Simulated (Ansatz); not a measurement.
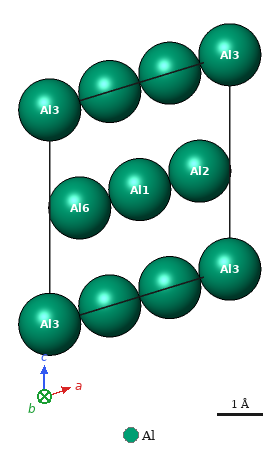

Solid Al (set up in Fm-3m), before the relaxation. A spheres-only model of the reduced cell, seen along the b axis. Lengths and directions refer to the drawn axes.

Case: 0 of 6 Al sites taken by Mg, cell and atoms relaxed.

Theory: DFT PBEsol, scalar-relativistic, plane waves, PAW (Ansatz 0.2.0).

Input
```yaml
crystal:
  lattice:
    - [4.0153926002, 2.0076963001, -2.0076963001]
    - [2.0076963001, 4.0153926002, 2.0076963001]
    - [4.0153926002, -2.0076963001, 2.0076963001]
  atoms:
    - { symbol: Al, position: [0.5, 0.0, 0.5] }
    - { symbol: Al, position: [0.8333333333, 0.3333333333, 0.5] }
    - { symbol: Al, position: [0.0, 0.0, 0.0] }
    - { symbol: Al, position: [0.3333333333, 0.3333333333, 0.0] }
    - { symbol: Al, position: [0.6666666667, 0.6666666667, 0.0] }
    - { symbol: Al, position: [0.1666666667, 0.6666666667, 0.5] }
basis:
  ecutwfc: 420
kpoints:
  mp_grid: { grid: [8, 8, 8] }
hamiltonian:
  xc: pbesol
scf:
  occupations: { method: gaussian, width: 0.1 }
output:
  forces: true
  stress: true
  eigenvalues: true
relax:
  adjacent_minimum: "off"
  f_tol: 0.015
  max_steps: 60
  cell: { stress_tol: 0.15 }
```

Command:
```bash
ansatz run input.yaml --threads 1 --pin off --max-ram 2560MiB --backend cpu --events-out ev --progress --plain --runs-dir out
```

**What does the optimiser find from here?**

After 6 accepted moves (8 points after the start) the energy has fallen by 0.7 meV per atom. All forces vanish by symmetry, so only the cell relaxes. Pressure: −0.15 GPa at the start and 0.01 GPa at the end. The line search rejected the trial step at point 6 of the run. At 1 point the geometry stayed and the basis and grid were re-selected for the new cell (energy shift of less than 0.05 meV per atom at most each time). The atoms keep their places relative to the cell (all moves are under 0.005 Å). Cell: a 4.918 → 4.873 Å (−0.9 %), b 4.918 → 4.883 Å (−0.7 %), c 4.918 → 4.979 Å (+1.3 %), α 80.4° → 80.6°, β 70.5° → 70.8°. Volume −0.1 %. Among the contacts that change: Al1–Al4 2.839 → 2.862 Å, Al1–Al2 2.839 → 2.821 Å, Al1–Al3 2.839 → 2.855 Å. Within 0.06 Å the space group is Fm-3m at the start and R-3m at the end; at a tighter tolerance small leftover displacements or strains of the cell lower it. The run took 99 s on 1 thread of Intel(R) Xeon(R) Platinum 8259CL CPU @ 2.50GHz (Skylake/Cascade Lake) (shared host), peak memory 0.56 GiB.

The end point in the same view:

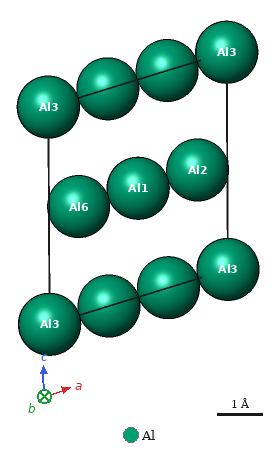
